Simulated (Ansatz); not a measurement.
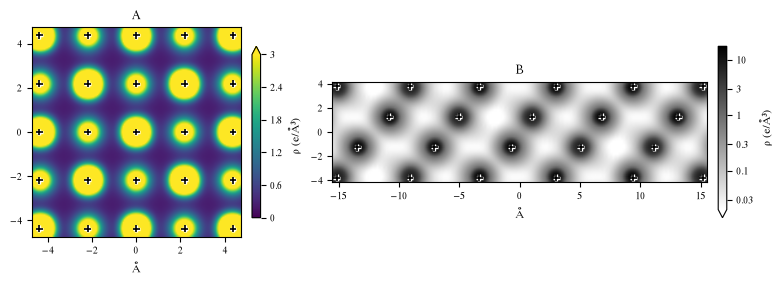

The valence electron density of 2 systems, each on a plane through atoms (crosses mark nuclei in the plane).

These are results of DFT PBEsol, scalar-relativistic, plane waves, PAW in Ansatz, not measurements.

System 1: TaN, the (100) plane of the conventional cell. Space group Fm-3m.

```cif
data_structure
_symmetry_space_group_name_H-M 'P 1'
_symmetry_Int_Tables_number 1
_cell_length_a 4.3757
_cell_length_b 4.3757
_cell_length_c 4.3757
_cell_angle_alpha 90.000
_cell_angle_beta 90.000
_cell_angle_gamma 90.000
_cell_volume 83.78
loop_
_atom_site_label
_atom_site_type_symbol
_atom_site_fract_x
_atom_site_fract_y
_atom_site_fract_z
_atom_site_occupancy
Ta1 Ta 0.50000 0.00000 0.00000 1
Ta2 Ta 0.00000 0.50000 0.00000 1
Ta3 Ta 0.00000 0.00000 0.50000 1
Ta4 Ta 0.50000 0.50000 0.50000 1
N1 N 0.00000 0.00000 0.00000 1
N2 N 0.50000 0.50000 0.00000 1
N3 N 0.50000 0.00000 0.50000 1
N4 N 0.00000 0.50000 0.50000 1
```

System 2: Bi$_{2}$Te$_{3}$, the (110) plane of the conventional cell. Space group R-3m.

```
CELL_PARAMETERS angstrom
4.38084 0.00000 0.00000
-2.19042 3.79392 0.00000
0.00000 0.00000 30.32330
ATOMIC_POSITIONS crystal
Bi 0.33333 0.66667 0.06649
Bi 0.00000 0.00000 0.39983
Bi 0.66667 0.33333 0.73316
Bi 0.33333 0.66667 0.26684
Bi 0.00000 0.00000 0.60017
Bi 0.66667 0.33333 0.93351
Te 0.00000 0.00000 0.00000
Te 0.66667 0.33333 0.33333
Te 0.33333 0.66667 0.66667
Te 0.00000 0.00000 0.21001
Te 0.66667 0.33333 0.54334
Te 0.33333 0.66667 0.87667
Te 0.66667 0.33333 0.12333
Te 0.33333 0.66667 0.45666
Te 0.00000 0.00000 0.78999
```

Q: Which map belongs to which system?

A: Panel A is system 1, TaN: the plane holds Ta and N. Ta–N (2.19 Å): the density is about 0.56 e/Å³ at the midpoint. Panel B is system 2, Bi$_{2}$Te$_{3}$: the plane holds Bi and Te. Bi–Te (3.06 Å): ρ is about 0.29 e/Å³ halfway.
